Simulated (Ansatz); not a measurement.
**MoS3: geometry relaxation (part 1 of 2)**

MoS3 (Pm-3m, 4 atoms in the cell), computed with DFT PBE, scalar-relativistic, plane waves, PAW, no spin polarisation (Ansatz 0.2.0).

The structure was made by swapping elements on the sites of another compound; it need not be a known phase. It belongs to a series of runs on one base structure; here: ReO3 type (Pm-3m, No. 221).

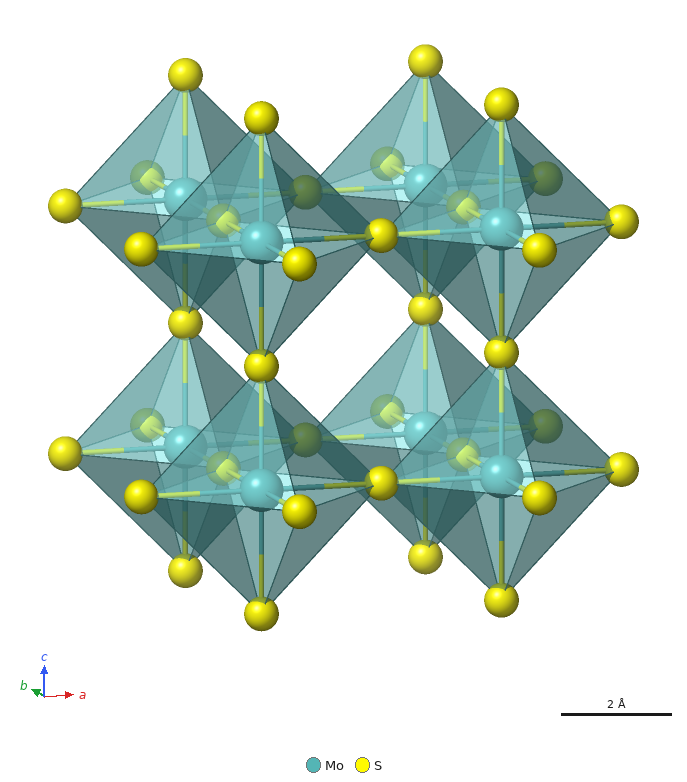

**Figure 1.** The input geometry (polyhedral view of the cell of the calculation, seen slightly off an axis; polyhedra are completed across the faces of the cell).

The input
```yaml
crystal:
  lattice:
    - [4.615958854, 0.0, 0.0]
    - [0.0, 4.615958854, 0.0]
    - [0.0, 0.0, 4.615958854]
  atoms:
    - { symbol: Mo, position: [0.0, 0.0, 0.0] }
    - { symbol: S, position: [0.5, 0.0, 0.0] }
    - { symbol: S, position: [0.0, 0.5, 0.0] }
    - { symbol: S, position: [0.0, 0.0, 0.5] }
basis:
  ecutwfc: 420
kpoints:
  mp_grid: { grid: [10, 10, 10] }
hamiltonian:
  xc: pbe
scf:
  occupations: { method: gaussian, width: 0.1 }
output:
  forces: true
  stress: true
  eigenvalues: true
  write_density: true
  write_potential: true
  elf: true
  volumetric_format: npy
relax:
  adjacent_minimum: "off"
  f_tol: 0.01
  max_steps: 80
  cell: { stress_tol: 0.05 }
```

Run on 1 thread of Intel Xeon (Granite Rapids), 192 GiB of memory available, shared host.

Launched with:
```bash
ansatz run input.yaml --threads 1 --pin off --max-ram 2560MiB --backend cpu --events-out ev --progress --plain --runs-dir out
```

What the program printed
```
Engine: ansatz 0.2.0, x86_64-unknown-linux-gnu
Pseudopotentials: kind: paw
Pseudopotential: Mo, paw, valence charge 14, recommended cutoff 420 eV (normal), Mo.paw.azcp
Pseudopotential: S, paw, valence charge 6, recommended cutoff 420 eV (normal), S.paw.azcp
Functional definition: PBE
  parameter kappa = 0.804
  parameter beta = 0.06672455060314922
  exchange = pbe_x(kappa = kappa, mu = beta*pi^2/3)
  correlation = pbe_c(beta = beta)
Crystal: 4 atoms, lattice volume = 98.353 Å³
Basis set: ecut = 420 eV, 1935 PW (Γ), exchange–correlation on 64×64×64 points (8 copies of the dense FFT grid, shifted against one another)
Bands: 20, of which v1, the nominal top of the filled ones, is band 16 counted from 1 (15 counted from 0)
Symmetry: 48 space group operations
Space group: Pm-3m (ITA 221), of the structure as read, at distance tolerance 4.6e-5 Å
k-points: 56 of 1000
Non-local potential: Mo, projectors of the file, l = 0: 3, l = 1: 2, l = 2: 2, l = 3: 1
Non-local potential: S, projectors of the file, l = 0: 2, l = 1: 2, l = 2: 2
PAW form: soft (Blöchl's): semilocal exchange-correlation on the pseudo side does not see the compensation charge
PAW one-centre angular grid: Mo, 590 points (default); XC on 64 Gauss nodes
PAW one-centre angular grid: S, 110 points (default); XC on 64 Gauss nodes
Initial density: superposition of atomic densities (neutral atoms: chi_scale 0, normalization atom), corrected by the library's trained network
Initial wavefunctions: pseudopotential atomic-orbital guess
Functional: x = pbe(κ = 0.804, μ = 0.2195149727645171), c = pbe(β = 0.06672455060314922)
SCF iter   1: F=—  HF=-7662.184008 eV  |F-HF|=—  |Δ(HF+E_count)|=         —  Δρ=1.60e-3  dr2=2.04e-3  ethr=1.77e-3  ⟨swp⟩=5.9  Hψ=5684  notcnv=0
preconditioner: auto → Resta (q_TF=auto, 2.263 Å⁻¹)  ε∞=8.1  [insulator: Δε(μ)=0.168 eV  Ē_g=6.868 eV  σ=0.100 eV  W_gap=0.72  n_scr=18 (ndim 8)  ℏωp=18.3 eV  f_vac=0.148  D(μ)=0.74/eV (n_scr^D=0)  ε∞_Penn≈8.1]
SCF iter   2: F=—  HF=-7662.185580 eV  |F-HF|=—  |Δ(HF+E_count)|=   1.57e-3  Δρ=8.93e-4  dr2=6.09e-4  ethr=6.39e-6  ⟨swp⟩=2.1  Hψ=2448  notcnv=0
SCF iter   3: F=—  HF=-7662.186094 eV  |F-HF|=—  |Δ(HF+E_count)|=   5.14e-4  Δρ=2.51e-4  dr2=1.05e-4  ethr=1.90e-6  ⟨swp⟩=2.0  Hψ=2038  notcnv=0
SCF iter   4: F=—  HF=-7662.186023 eV  |F-HF|=—  |Δ(HF+E_count)|=   7.07e-5  Δρ=1.65e-4  dr2=4.71e-5  ethr=3.27e-7  ⟨swp⟩=2.2  Hψ=1651  notcnv=0
SCF iter   5: F=—  HF=-7662.186475 eV  |F-HF|=—  |Δ(HF+E_count)|=   4.52e-4  Δρ=4.88e-5  dr2=4.09e-6  ethr=1.47e-7  ⟨swp⟩=1.2  Hψ=1156  notcnv=0
SCF iter   6: F=—  HF=-7662.186475 eV  |F-HF|=—  |Δ(HF+E_count)|=   1.64e-7  Δρ=2.02e-5  dr2=6.47e-7  ethr=1.28e-8  ⟨swp⟩=2.0  Hψ=1480  notcnv=0
SCF iter   7: F=-7662.186475 eV  HF=-7662.186475 eV  |F-HF|=6.24e-10  |Δ(HF+E_count)|=   3.58e-7  Δρ=5.51e-6  dr2=4.16e-8  ethr=3.13e-10  ⟨swp⟩=7.4  Hψ=7973  notcnv=0
SCF 1 converged in 7 iterations: F = -7662.186475 eV  dr2 = 4.16e-8
  greatest PAW one-centre occupation: 0.998 electrons in one spin orbital (limit 2), on the Mo atom at site 0 (counted from 0), in its partial waves of l = 0
relax step   1: F+E_penalty+E_count = -7662.18647530 eV  Δ(F+E_penalty+E_count) = +0.000e0 eV  max|allowed force component| = 3.846e-30 eV/Å  Δτ_max = 0.0000 Å  P = +3.918 GPa  Ω = 98.353 Å³  (7 SCF iters, dr2 threshold 1.00e-7 eV, accepted)
Crystal: 4 atoms, lattice volume = 102.836 Å³
Basis set: ecut = 420 eV, 2007 PW (Γ), exchange–correlation on 64×64×64 points (8 copies of the dense FFT grid, shifted against one another)
Initial density: handed on by an earlier stage of this run
Initial wavefunctions: those handed on with the density
iter 1 solved again at ethr=3.38e-5 eV; its pass at ethr=3.10e-3 eV (dr2=1.08e-2 eV) is discarded
SCF iter   1: F=—  HF=-7662.237712 eV  |F-HF|=—  |Δ(HF+E_count)|=         —  Δρ=2.52e-3  dr2=9.42e-3  ethr=3.38e-5  ⟨swp⟩=1.0  Hψ=7030  notcnv=0
preconditioner: auto → Resta (q_TF=auto, 2.246 Å⁻¹)  ε∞=8.3  [insulator: Δε(μ)=0.165 eV  Ē_g=6.643 eV  σ=0.100 eV  W_gap=0.72  n_scr=18 (ndim 8)  ℏωp=17.9 eV  f_vac=0.162  D(μ)=0.75/eV (n_scr^D=0)  ε∞_Penn≈8.3]
SCF iter   2: F=—  HF=-7662.235758 eV  |F-HF|=—  |Δ(HF+E_count)|=   1.95e-3  Δρ=1.47e-3  dr2=3.21e-3  ethr=2.94e-5  ⟨swp⟩=1.0  Hψ=1120  notcnv=0
SCF iter   3: F=—  HF=-7662.235421 eV  |F-HF|=—  |Δ(HF+E_count)|=   3.37e-4  Δρ=1.43e-3  dr2=5.23e-3  ethr=1.00e-5  ⟨swp⟩=2.0  Hψ=1792  notcnv=0
SCF iter   4: F=—  HF=-7662.234733 eV  |F-HF|=—  |Δ(HF+E_count)|=   6.89e-4  Δρ=3.12e-4  dr2=1.80e-4  ethr=1.00e-5  ⟨swp⟩=2.1  Hψ=1388  notcnv=0
SCF iter   5: F=—  HF=-7662.235099 eV  |F-HF|=—  |Δ(HF+E_count)|=   3.66e-4  Δρ=7.57e-5  dr2=9.81e-6  ethr=5.63e-7  ⟨swp⟩=2.5  Hψ=1689  notcnv=0
SCF iter   6: F=—  HF=-7662.235094 eV  |F-HF|=—  |Δ(HF+E_count)|=   5.01e-6  Δρ=2.93e-5  dr2=1.18e-6  ethr=3.06e-8  ⟨swp⟩=2.2  Hψ=1462  notcnv=0
SCF iter   7: F=-7662.235093 eV  HF=-7662.235093 eV  |F-HF|=1.58e-9  |Δ(HF+E_count)|=   7.39e-7  Δρ=6.14e-6  dr2=7.09e-8  ethr=1.25e-9  ⟨swp⟩=10.5  Hψ=8565  notcnv=0
SCF 2 converged in 7 iterations: F = -7662.235093 eV  dr2 = 7.09e-8
relax step   2: F+E_penalty+E_count = -7662.23509333 eV  Δ(F+E_penalty+E_count) = -4.862e-2 eV  max|allowed force component| = 1.389e-30 eV/Å  Δτ_max = 0.0000 Å  P = -0.256 GPa  Ω = 102.836 Å³  energy of the carried Pulay correction = -2.851e-4 eV  (7 SCF iters, dr2 threshold 4.00e-7 eV, accepted)
Crystal: 4 atoms, lattice volume = 102.549 Å³
iter 1 solved again at ethr=1.15e-7 eV; its pass at ethr=3.10e-3 eV (dr2=3.69e-5 eV) is discarded
SCF iter   1: F=—  HF=-7662.234960 eV  |F-HF|=—  |Δ(HF+E_count)|=         —  Δρ=1.52e-4  dr2=3.25e-5  ethr=1.15e-7  ⟨swp⟩=2.0  Hψ=6955  notcnv=0
preconditioner: auto → Resta (q_TF=auto, 2.247 Å⁻¹)  ε∞=8.3  [insulator: Δε(μ)=0.165 eV  Ē_g=6.656 eV  σ=0.100 eV  W_gap=0.72  n_scr=18 (ndim 8)  ℏωp=18.0 eV  f_vac=0.157  D(μ)=0.81/eV (n_scr^D=0)  ε∞_Penn≈8.3]
SCF iter   2: F=—  HF=-7662.235361 eV  |F-HF|=—  |Δ(HF+E_count)|=   4.00e-4  Δρ=8.76e-5  dr2=1.14e-5  ethr=1.01e-7  ⟨swp⟩=1.0  Hψ=1120  notcnv=0
SCF iter   3: F=—  HF=-7662.235359 eV  |F-HF|=—  |Δ(HF+E_count)|=   1.90e-6  Δρ=6.93e-5  dr2=1.23e-5  ethr=3.58e-8  ⟨swp⟩=2.0  Hψ=1792  notcnv=0
SCF iter   4: F=—  HF=-7662.235357 eV  |F-HF|=—  |Δ(HF+E_count)|=   1.52e-6  Δρ=1.93e-5  dr2=6.31e-7  ethr=3.58e-8  ⟨swp⟩=2.1  Hψ=1287  notcnv=0
SCF iter   5: F=-7662.235357 eV  HF=-7662.235358 eV  |F-HF|=1.88e-8  |Δ(HF+E_count)|=   8.26e-8  Δρ=5.54e-6  dr2=5.17e-8  ethr=5.14e-10  ⟨swp⟩=6.6  Hψ=7547  notcnv=0
SCF 3 converged in 5 iterations: F = -7662.235357 eV  dr2 = 5.17e-8
relax step   3: F+E_penalty+E_count = -7662.23535748 eV  Δ(F+E_penalty+E_count) = -2.642e-4 eV  max|allowed force component| = 4.437e-31 eV/Å  Δτ_max = 0.0000 Å  P = -0.018 GPa  Ω = 102.549 Å³  energy of the carried Pulay correction = -2.672e-4 eV  (5 SCF iters, dr2 threshold 1.64e-7 eV, accepted)
Initial wavefunctions: pseudopotential atomic-orbital guess (no wavefunctions were taken with the density)
iter 1 solved again at ethr=2.22e-7 eV; its pass at ethr=3.10e-3 eV (dr2=7.10e-5 eV) is discarded
SCF iter   1: F=—  HF=-7662.235034 eV  |F-HF|=—  |Δ(HF+E_count)|=         —  Δρ=6.73e-5  dr2=3.28e-7  ethr=2.22e-7  ⟨swp⟩=3.9  Hψ=9338  notcnv=0
preconditioner: auto → Resta (q_TF=auto, 2.247 Å⁻¹)  ε∞=8.3  [insulator: Δε(μ)=0.165 eV  Ē_g=6.655 eV  σ=0.100 eV  W_gap=0.72  n_scr=18 (ndim 8)  ℏωp=18.0 eV  f_vac=0.157  D(μ)=0.81/eV (n_scr^D=0)  ε∞_Penn≈8.3]
SCF iter   2: F=—  HF=-7662.235569 eV  |F-HF|=—  |Δ(HF+E_count)|=   5.35e-4  Δρ=3.42e-5  dr2=9.59e-8  ethr=1.03e-9  ⟨swp⟩=2.2  Hψ=2038  notcnv=0
SCF iter   3: F=—  HF=-7662.235614 eV  |F-HF|=—  |Δ(HF+E_count)|=   4.52e-5  Δρ=8.80e-6  dr2=1.31e-7  ethr=3.00e-10  ⟨swp⟩=2.0  Hψ=1991  notcnv=0
SCF iter   4: F=—  HF=-7662.235615 eV  |F-HF|=—  |Δ(HF+E_count)|=   4.99e-7  Δρ=1.44e-6  dr2=3.77e-9  ethr=3.00e-10  ⟨swp⟩=2.1  Hψ=1318  notcnv=0
SCF iter   5: F=—  HF=-7662.235615 eV  |F-HF|=—  |Δ(HF+E_count)|=  7.49e-10  Δρ=6.23e-7  dr2=9.67e-10  ethr=1.18e-11  ⟨swp⟩=1.9  Hψ=1297  notcnv=0
SCF iter   6: F=—  HF=-7662.235615 eV  |F-HF|=—  |Δ(HF+E_count)|=  2.87e-10  Δρ=2.94e-7  dr2=1.04e-10  ethr=3.02e-12  ⟨swp⟩=2.1  Hψ=1495  notcnv=0
SCF iter   7: F=-7662.235615 eV  HF=-7662.235615 eV  |F-HF|=0.00e0  |Δ(HF+E_count)|=  1.93e-10  Δρ=5.35e-8  dr2=1.57e-12  ethr=1.00e-12  ⟨swp⟩=6.0  Hψ=5314  notcnv=0
SCF 4 converged in 7 iterations: F = -7662.235615 eV  dr2 = 1.57e-12
relax step   4: F+E_penalty+E_count = -7662.23561499 eV  Δ(F+E_penalty+E_count) = -2.575e-4 eV  max|allowed force component| = 5.156e-31 eV/Å  Δτ_max = 0.0000 Å  P = -0.018 GPa  Ω = 102.549 Å³  stress off target by 1.84e-2 GPa  SCF on the basis re-selected at this cell (its energy is not comparable with the rows above)  (7 SCF iters)
```

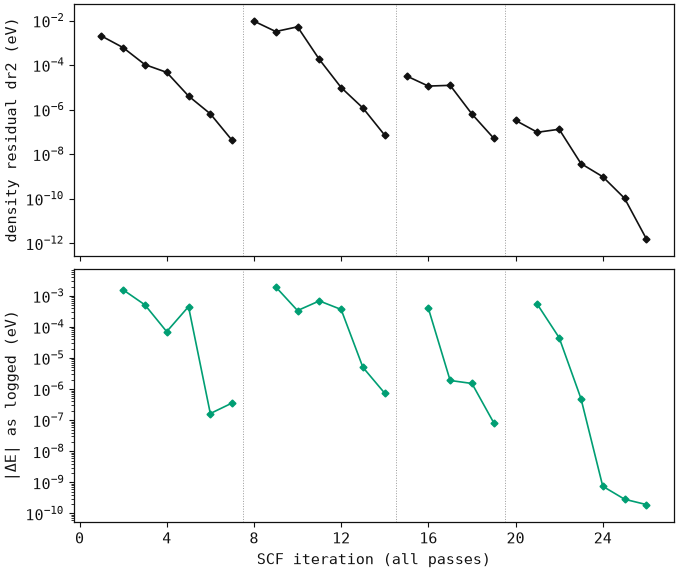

**Figure 2.** Convergence of the self-consistent field: density residual dr2 and size of the energy change against the SCF iteration. The dotted lines part the SCF passes of the relaxation: geometry steps, rejected trials and re-solves on a re-selected basis. The passes take 7, 7, 5 and 7 iterations.

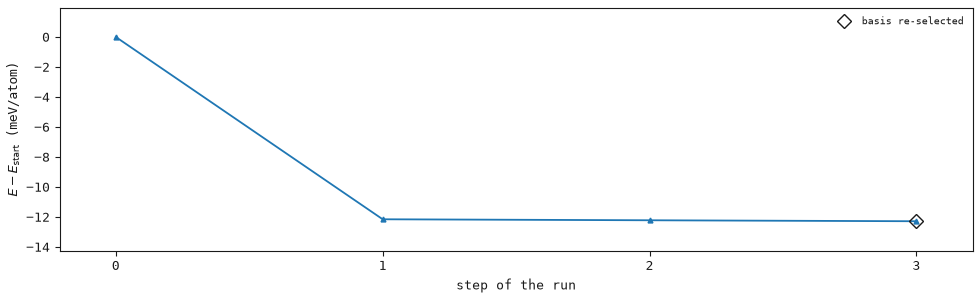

**Figure 3.** Progress of the relaxation, step by step (the first geometry is step 0 here and step 1 in the log).
